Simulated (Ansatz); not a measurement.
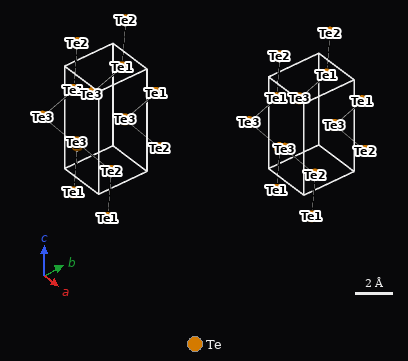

Two geometries of crystalline Te (built on the trigonal type) (coarse preliminary run), drawn at one scale. One is the start of a relaxation, the other its converged end. Style: ball-and-stick. Shown: the cell of the calculation, slightly off an axis.

These are results of DFT PBE, scalar-relativistic, plane waves, PAW in Ansatz, not measurements. (plane-wave cutoff 420 eV; k-point mesh 6 × 6 × 4; occupations gaussian; smearing width 0.05 eV; no spin polarisation; cell and atoms relaxed; force threshold 0.03 eV/Å; at most 60 steps)

**Which one is relaxed?**

The left one is the relaxed one. The largest moves relative to the cell, 0.19 Å, are those of Te1, Te2 and Te3. Te3 goes along [−1 −1 0]. The drawn cell changes as follows: a = b 4.699 → 4.530 Å (−3.6 %), c 5.331 → 5.956 Å (+11.7 %); the volume changes by +3.9 %. Some distances before and after: Te1–Te2 2.554 → 2.883 Å. The space group stays P3_121 (No. 152). Over 5 accepted moves (6 points after the start) the energy falls by 1.136 eV per cell of the calculation. The largest force component goes from 3.5 to 0.011 eV/Å. Pressure: 13.94 GPa at the start and 0.02 GPa at the end. At 1 point the geometry stayed and the basis and grid were re-selected for the new cell (energy shift of 1.2 meV per cell of the calculation at most each time).
